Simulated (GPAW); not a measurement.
Consider S on a P site in BP (monolayer).

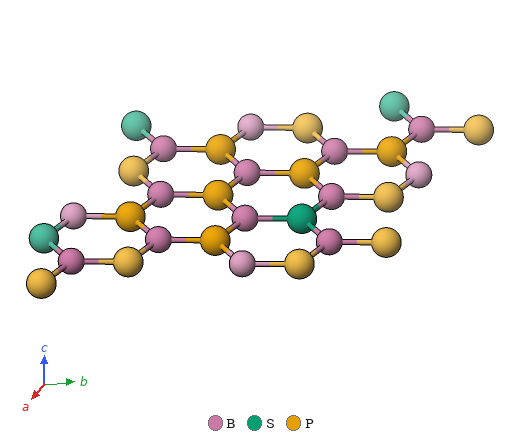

The structure (boron pink, sulfur teal, phosphorus orange). Some periodic images of atoms are drawn too.

```cif
data_structure
_symmetry_space_group_name_H-M 'P 1'
_symmetry_Int_Tables_number 1
_cell_length_a 8.4929
_cell_length_b 8.4929
_cell_length_c 10.4000
_cell_angle_alpha 90.000
_cell_angle_beta 90.000
_cell_angle_gamma 120.000
_cell_volume 649.64
loop_
_atom_site_label
_atom_site_type_symbol
_atom_site_fract_x
_atom_site_fract_y
_atom_site_fract_z
_atom_site_occupancy
B1 B 0.99909 0.00025 0.50000 1
B2 B 0.42857 0.14286 0.50000 1
B3 B 0.85605 0.28695 0.50000 1
B4 B 0.28448 0.42625 0.50000 1
B5 B 0.71544 0.57234 0.50000 1
B6 B 0.14518 0.71537 0.50000 1
B7 B 0.57118 0.85598 0.50000 1
S8 S 0.76190 0.80952 0.50000 1
P9 P 0.18880 0.95239 0.50000 1
P10 P 0.61903 0.09355 0.50000 1
P11 P 0.04660 0.23811 0.50000 1
P12 P 0.47788 0.38263 0.50000 1
P13 P 0.90579 0.52482 0.50000 1
P14 P 0.33332 0.66563 0.50000 1
```

Absorber: atom 8, with 3 B at 1.85 Å (trigonal planar; the defect atom itself). Method: GPAW, PBE, excited-electron core hole (neutral cell), 14-atom cell with 8.5 Å between holes, 4×4×1 k points, dipole transitions, Gaussian full width 0.9 eV up to 4 eV, rising linearly to 3.5 eV at 25 eV.

Predict the near-edge structure at the S K edge.

Main maxima up to 20 eV above the zero (height): 1.4 eV (2.42), 2.9 eV (1.39), 5.2 eV (1.28), 8.9 eV (0.72) and 13.7 eV (1.62). A K edge sees empty p states; at this planar three-fold site they split into π* (normal to the plane) and σ* (in the plane). The total-energy difference is 2468.82 eV. The functional leaves an error of a few eV in such absolute values.

The S K spectrum (energy from the lowest empty level; intensity scaled to a mean of 1 over the first 20 eV):

| E (eV) | isotropic | ε ∥ x | ε ∥ z |
| --- | --- | --- | --- |
| -2.0 | 0.00 | 0.00 | 0.00 |
| -0.5 | 0.04 | 0.00 | 0.12 |
| 1.0 | 1.64 | 2.22 | 0.48 |
| 2.5 | 1.27 | 1.66 | 0.47 |
| 4.0 | 1.19 | 1.56 | 0.44 |
| 5.5 | 1.22 | 1.45 | 0.77 |
| 7.0 | 0.79 | 1.04 | 0.30 |
| 8.5 | 0.70 | 0.82 | 0.45 |
| 10.0 | 0.63 | 0.56 | 0.77 |
| 11.5 | 0.77 | 0.70 | 0.91 |
| 13.0 | 1.49 | 1.88 | 0.70 |
| 14.5 | 1.51 | 1.96 | 0.61 |
| 16.0 | 0.90 | 1.01 | 0.69 |
| 17.5 | 0.55 | 0.43 | 0.80 |
| 19.0 | 0.52 | 0.34 | 0.87 |
| 20.5 | 0.52 | 0.36 | 0.84 |

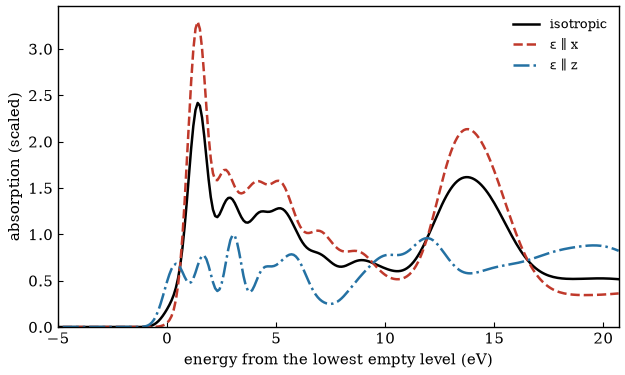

The S K edge.

The hole lies in one spin channel, while the script sums the empty states of both and takes the lower zero; where the two channels are split, this blurs and shifts the curve. The cell shows no gap over 0.35 eV; the host's own band filling, the defect's levels or the functional may be the cause. The starting moments shrank to 0.00 μB or less, so this is hardly a magnetic state. Some eV above the zero the states pass the vacuum level, and features normal to the sheet may then be states of the box. In so small a cell the defects form an ordered array, and no site is far from one.

[Banner, clock and machine lines of the logs are left out without a mark of their own.]

[Logs are printed without paths, hosts, clocks, repeated set-up lines and the standing remarks that a program may print on its own settings, such as how far it seeks lower states.]

[Hosts, paths, dates, database ids (printed as entryN), source tags and the programs' standing remarks are cut or masked in the printed files.]

[Lists of maxima count a maximum above −3 eV only where it reaches 4 % of the highest in the window and stands out from its surroundings by 2 % of it (1.5 % where it reaches 55 %); shoulders and weaker maxima are passed over, and of the rest the first, up to two pre-edge ones and the few strongest are named.]
